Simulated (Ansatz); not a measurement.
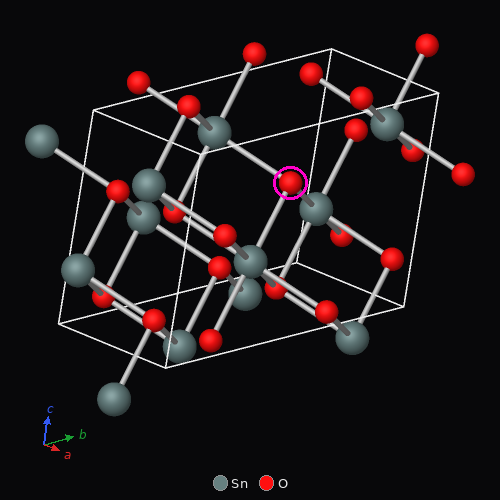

The system is SnO₂ (R-3m phase) with one O vacancy (11 atoms in the cell, cell charge +2); the picture shows the reference structure. An atom moved over a plane that holds its own site and a neighbouring vacancy (x along [1 0 0], y along [1 2 0], z along [0 0 1] of the conventional cell). Coordinates scanned: (1) path of O7 from its site (0) to the vacancy (1), 2.693 Å; (2) shift of O7 across the path, along a normal. Nothing is relaxed (all other atoms held at the sites of the perfect crystal). The scan uses a 9 × 7 grid; 30 points were computed and 29 follow by symmetry. At 4 points there is no value (left out of the scan, as a rule where atoms come close). Points are written as (first, second). Energies: eV per cell, counted from the lowest grid point. The band gap closes in part of the range. The cell is charged on a uniform background, without a charge correction. Method: Ansatz, DFT PBEsol+D3(BJ), scalar-relativistic, plane waves, PAW. Settings: cutoff 420 eV, k-mesh 6×6×6, gaussian smearing 0.05 eV, no spin polarisation.

Range: path of O7 from its site (0) to the vacancy (1), 2.693 Å from −0.167 to 1.167; shift of O7 across the path, along a normal from −0.9 to 0.9 Å.

Q: What will the energy surface look like?

A: The lowest grid point is at (0.000, 0.0 Å) [nearest 3 Sn at 2.10 Å]; the map holds 2 wells of about this depth. The bottom of the well lies between grid points, at about (0.055, 0.0 Å), about 0.08 eV lower on the interpolated surface. It is the only kind of minimum in the scanned range. The highest grid point, (−0.167, −0.6 Å) [nearest 1 Sn at 1.42 Å], lies 10.35 eV above the lowest. On the interpolated surface the easiest way out of the lowest well to a well of about the same depth near (1.000, 0.0 Å) [nearest 3 Sn at 2.10 Å] passes a barrier of about 2.8 eV. Round the minimum the valley is somewhat tilted: raising the first coordinate shifts the best value of the second coordinate upwards (coupling k₁₂/√(k₁₁k₂₂) about −0.2).

```
second ↓, first →  −0.167  0.000  0.167  0.333  0.500  0.667  0.833  1.000  1.167
              0.9    3.17   2.18   1.45   1.86   2.78   3.80   8.35      –      –
              0.6    2.18   1.06   0.70   1.84   2.95   2.53   2.69   6.08  10.35
              0.3    1.26   0.25   0.43   2.46   4.02   2.64   0.82   1.06   2.37
              0.0    0.90   0.00   0.42   2.87   4.62   2.87   0.42   0.00   0.90
             −0.3    2.37   1.06   0.82   2.64   4.02   2.46   0.43   0.25   1.26
             −0.6   10.35   6.08   2.69   2.53   2.95   1.84   0.70   1.06   2.18
             −0.9       –      –   8.35   3.80   2.78   1.86   1.45   2.18   3.17
```

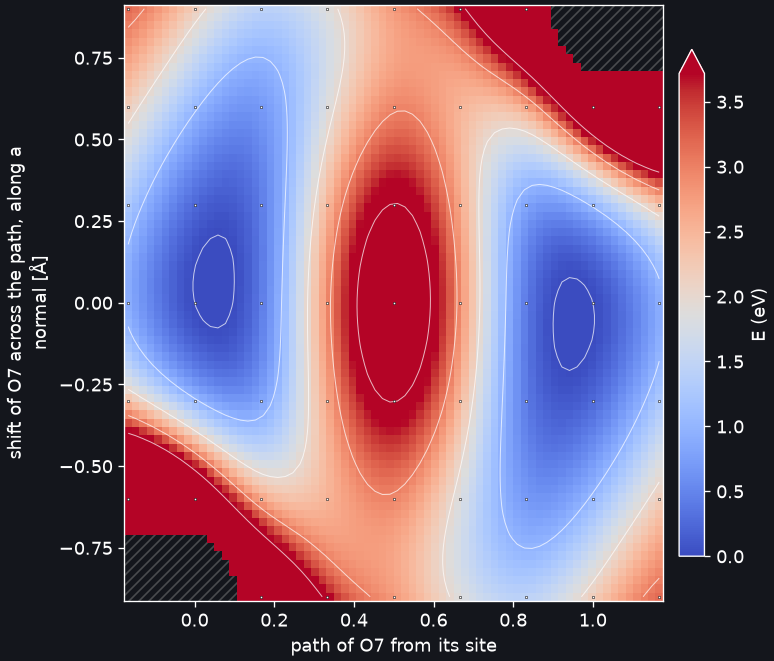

In the figure: a smooth colour map with a few white contour lines, dots at the grid points, one colour for all values above the top of the scale, hatched blanks where no value was computed. Between grid points the surface is interpolated.

Time for the 30 points that were run: 23 min on 4 threads of Arm Neoverse N1 (shared host).
